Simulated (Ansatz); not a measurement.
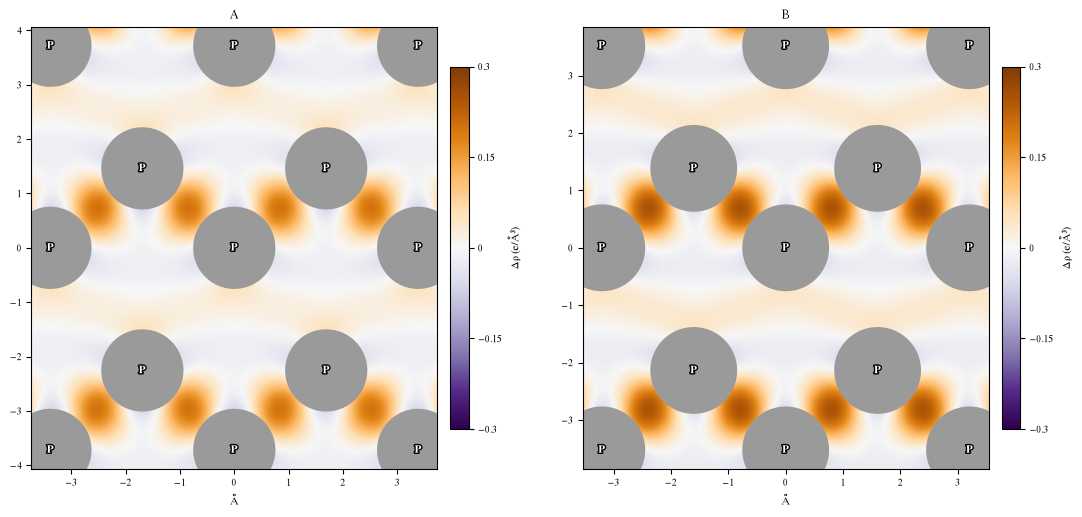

P: deformation density on the (010) plane of the conventional cell at two volumes, with the same fractional coordinates and one colour scale. Grey discs cover the cores.

Space group Imma; not relaxed (largest force 0.4 eV/Å). The cell comes from a database of computed structures, not from a measurement.

The calculation used Ansatz 0.2.0, DFT PBE, scalar-relativistic, plane waves, PAW.

Which panel is the larger cell, by how much, and what changes?

A is the larger cell: B has 85 % of the volume of A.
- From A to B, P–P goes from 2.24 to 2.12 Å, and Δρ at its midpoint from +0.2 to +0.25 e/Å³.
- The pressure is 3 GPa in A and 25 GPa in B.
- The rearranged charge is 0.19 e an atom in A and 0.20 e in B.
- The scaled cell isn't relaxed: forces reach 1.8 eV/Å.
